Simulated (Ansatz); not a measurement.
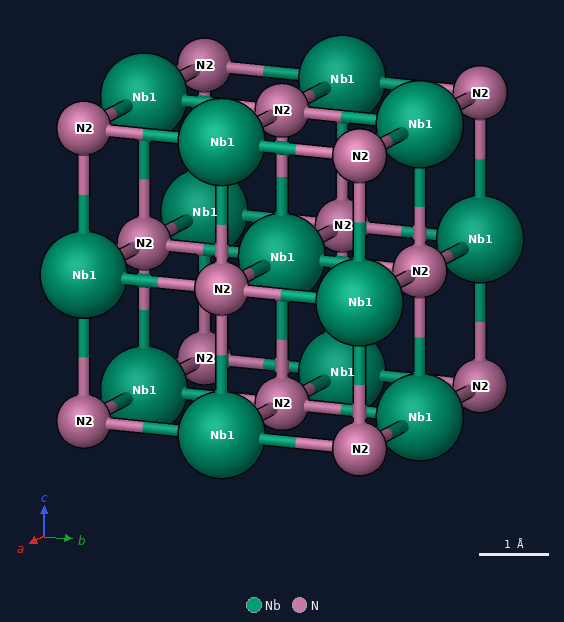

**Figure 1.** The structure (ball-and-stick view of the cell 4 times as large as that of the calculation, set on its symmetry axes, seen slightly off an axis; atoms are numbered from 1 in the order of the input).

## Two runs on NbN

System: NbN (Fm-3m, 2 atoms in the cell).
Method of the first run: DFT PBE, scalar-relativistic, plane waves, PAW, no spin polarisation (Ansatz 0.2.0).

The structure derives from an entry of the Crystallography Open Database. Text and figures count atoms from 1; the logs count them from 0 in places.

## The input, the first run
```yaml
crystal:
  lattice:
    - [0.0, 2.1945, 2.1945]
    - [2.1945, 0.0, 2.1945]
    - [2.1945, 2.1945, 0.0]
  atoms:
    - { symbol: Nb, position: [0.5, 0.5, 0.5] }
    - { symbol: "N", position: [0.0, 0.0, 0.0] }
basis:
  ecutwfc: 420
kpoints:
  mp_grid: { grid: [20, 20, 20] }
hamiltonian:
  xc: pbe
scf:
  occupations: { method: gaussian, width: 0.15 }
output:
  forces: true
  stress: true
  eigenvalues: true
```

Hardware: 1 thread of an x86-64 CPU, shared host.

## Output, shortened to warnings, some set-up lines, iterations and results (the first run)
```
Basis set: ecut = 420 eV, 411 PW (Γ), exchange–correlation on 48×48×48 points (8 copies of the dense FFT grid, shifted against one another)
Symmetry: 48 space group operations
k-points: 256 of 8000
Initial density: superposition of atomic densities (neutral atoms: chi_scale 0, normalization atom), corrected by the library's trained network
[...]
SCF iter   1: F=—  HF=-4938.206182 eV  |F-HF|=—  |Δ(HF+E_count)|=         —  Δρ=2.09e-3  dr2=4.37e-4  ethr=1.77e-3  ⟨swp⟩=5.1  Hψ=38170  notcnv=0  defer=18
SCF iter   2: F=—  HF=-4938.206299 eV  |F-HF|=—  |Δ(HF+E_count)|=   1.17e-4  Δρ=1.23e-3  dr2=1.70e-4  ethr=2.43e-6  ⟨swp⟩=2.6  Hψ=8255  notcnv=0  defer=18
SCF iter   3: F=—  HF=-4938.206380 eV  |F-HF|=—  |Δ(HF+E_count)|=   8.13e-5  Δρ=1.87e-4  dr2=5.92e-6  ethr=9.42e-7  ⟨swp⟩=2.5  Hψ=4702  notcnv=0  defer=18
SCF iter   4: F=—  HF=-4938.206376 eV  |F-HF|=—  |Δ(HF+E_count)|=   4.41e-6  Δρ=4.65e-5  dr2=1.59e-7  ethr=3.29e-8  ⟨swp⟩=2.0  Hψ=4705  notcnv=0  defer=18
SCF iter   5: F=-4938.206376 eV  HF=-4938.206376 eV  |F-HF|=7.03e-9  |Δ(HF+E_count)|=   2.64e-7  Δρ=8.39e-6  dr2=8.93e-9  ethr=8.84e-10  ⟨swp⟩=2.4  Hψ=5739  notcnv=0  defer=18
SCF iter   6: F=-4938.206376 eV  HF=-4938.206376 eV  |F-HF|=2.78e-10  |Δ(HF+E_count)|=   2.74e-9  Δρ=2.08e-6  dr2=4.33e-10  ethr=4.96e-11  ⟨swp⟩=4.5  Hψ=16834  notcnv=0
SCF 1 converged in 6 iterations: F = -4938.206376 eV  dr2 = 4.33e-10
SCF converged after 6 iterations
Free energy (F): -4938.206376 eV
Harris-Foulkes:  -4938.206376 eV  (|F-HF|=2.78e-10)
Internal energy: -4938.195761 eV  (E = F + TS)
E sigma→0 (E₀):  -4938.201069 eV
Entropy (-TS):   -0.010615 eV (-5.307 meV/atom)
Fermi energy:    20.654710 eV
--- Per-component energies (eV) ---
  E_band       = -8.776548
  E_kinetic    = 529.305067
  E_local      = -720.292269  (includes V_loc(G=0)·N_el)
  E_nonlocal   = 163.818748
  E_hartree    = 218.070913
  E_xc         = -237.481506
  E_vxc        = -291.951091  (∫ρ·V_xc dr)
  E_paw        = -3200.128424  (= ΣΔE_a)
  E_vpaw       = -125.799158  (= ΣTr[D̂ρ^β])
  E_aug_tail   = 0.000100  (compensation charges beyond the density's cutoff)
  E_ewald      = -1691.488391
  E_smearing   = -0.010615  (= −TS)
  E_closure    = 0.000000  (closes the sum)
  Σ components = -4938.206376   (vs F -4938.206376, Δ=0.00e0)
--- Forces (eV/Å), atoms counted from 1 ---
  atom   1  Nb     0.00000000    -0.00000000     0.00000000
  atom   2  N     -0.00000000     0.00000000    -0.00000000
  max |Σ_I F_I| component: 4.70e-29 eV/Å
--- Stress (GPa, compression-positive) ---
        7.121087      -0.000000       0.000000
       -0.000000       7.121087      -0.000000
       -0.000000       0.000000       7.121087
  P = ⅓ Tr σ = 7.1211 GPa (71.211 kbar)
```

For the second run the input was changed thus:
```diff
-  mp_grid: { grid: [20, 20, 20] }
+  mp_grid: { grid: [18, 18, 18] }
```

How does the second run compare with the first run?

The free energy of the second run is 0.18 meV per atom lower, which measures how much it depends on this numerical setting. The number of SCF iterations is the same. The irreducible k-points go from 256 to 195.

## Output, shortened to warnings, some set-up lines, iterations and results (the second run)
```
Basis set: ecut = 420 eV, 411 PW (Γ), exchange–correlation on 48×48×48 points (8 copies of the dense FFT grid, shifted against one another)
Symmetry: 48 space group operations
k-points: 195 of 5832
Initial density: superposition of atomic densities (neutral atoms: chi_scale 0, normalization atom), corrected by the library's trained network
[...]
SCF iter   1: F=—  HF=-4938.206521 eV  |F-HF|=—  |Δ(HF+E_count)|=         —  Δρ=2.11e-3  dr2=4.49e-4  ethr=1.77e-3  ⟨swp⟩=5.1  Hψ=28984  notcnv=0  defer=11
SCF iter   2: F=—  HF=-4938.206660 eV  |F-HF|=—  |Δ(HF+E_count)|=   1.39e-4  Δρ=1.23e-3  dr2=1.69e-4  ethr=2.49e-6  ⟨swp⟩=2.6  Hψ=6321  notcnv=0  defer=11
SCF iter   3: F=—  HF=-4938.206743 eV  |F-HF|=—  |Δ(HF+E_count)|=   8.25e-5  Δρ=2.03e-4  dr2=7.41e-6  ethr=9.38e-7  ⟨swp⟩=2.5  Hψ=3544  notcnv=0  defer=11
SCF iter   4: F=—  HF=-4938.206739 eV  |F-HF|=—  |Δ(HF+E_count)|=   3.70e-6  Δρ=5.46e-5  dr2=2.89e-7  ethr=4.12e-8  ⟨swp⟩=1.9  Hψ=3437  notcnv=0  defer=11
SCF iter   5: F=-4938.206739 eV  HF=-4938.206739 eV  |F-HF|=1.03e-8  |Δ(HF+E_count)|=   2.84e-7  Δρ=9.68e-6  dr2=1.28e-8  ethr=1.60e-9  ⟨swp⟩=2.6  Hψ=4442  notcnv=0  defer=11
SCF iter   6: F=-4938.206739 eV  HF=-4938.206739 eV  |F-HF|=5.12e-10  |Δ(HF+E_count)|=   3.85e-9  Δρ=2.60e-6  dr2=7.34e-10  ethr=7.13e-11  ⟨swp⟩=4.6  Hψ=12835  notcnv=0
SCF 1 converged in 6 iterations: F = -4938.206739 eV  dr2 = 7.34e-10
SCF converged after 6 iterations
Free energy (F): -4938.206739 eV
Harris-Foulkes:  -4938.206739 eV  (|F-HF|=5.12e-10)
Internal energy: -4938.196351 eV  (E = F + TS)
E sigma→0 (E₀):  -4938.201545 eV
Entropy (-TS):   -0.010388 eV (-5.194 meV/atom)
Fermi energy:    20.678031 eV
--- Per-component energies (eV) ---
  E_band       = -8.773117
  E_kinetic    = 529.306755
  E_local      = -720.297328  (includes V_loc(G=0)·N_el)
  E_nonlocal   = 163.817709
  E_hartree    = 218.074659
  E_xc         = -237.480910
  E_vxc        = -291.950381  (∫ρ·V_xc dr)
  E_paw        = -3200.128946  (= ΣΔE_a)
  E_vpaw       = -125.799419  (= ΣTr[D̂ρ^β])
  E_aug_tail   = 0.000100  (compensation charges beyond the density's cutoff)
  E_ewald      = -1691.488391
  E_smearing   = -0.010388  (= −TS)
  E_closure    = 0.000000  (closes the sum)
  Σ components = -4938.206739   (vs F -4938.206739, Δ=0.00e0)
--- Forces (eV/Å), atoms counted from 1 ---
  atom   1  Nb     0.00000000    -0.00000000     0.00000000
  atom   2  N     -0.00000000     0.00000000     0.00000000
  max |Σ_I F_I| component: 4.17e-29 eV/Å
--- Stress (GPa, compression-positive) ---
        7.100917      -0.000000      -0.000000
        0.000000       7.100917      -0.000000
       -0.000000       0.000000       7.100917
  P = ⅓ Tr σ = 7.1009 GPa (71.009 kbar)
```

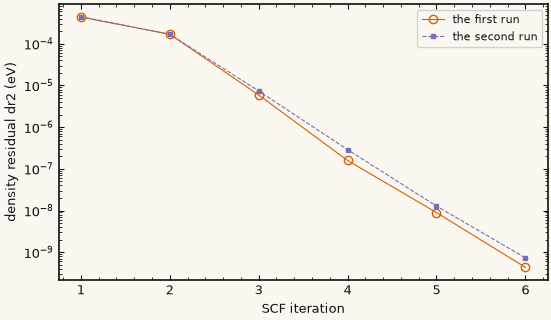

**Figure 2.** Convergence of the two runs: density residual dr2 against the SCF iteration. The first run takes 6 iterations in all, and the second run takes 6.

## The two runs side by side

```tsv
quantity	the first run	the second run
outcome	converged	converged
free energy per atom (eV)	−2469.1032	−2469.1034
energy per atom, smearing taken to zero (eV)	−2469.1005	−2469.1008
gap on the mesh (eV)	0.00	0.00
pressure (GPa)	7.12	7.10
largest force (eV/Å)	0.000	0.000
SCF iterations	6	6
irreducible k-points	256	195
plane waves at Γ	411	411
wall time (shared host)	8.7 s	6.1 s
```

For both runs: The cell is under a pressure of 7.1 GPa at this level, so it is not at its equilibrium volume.
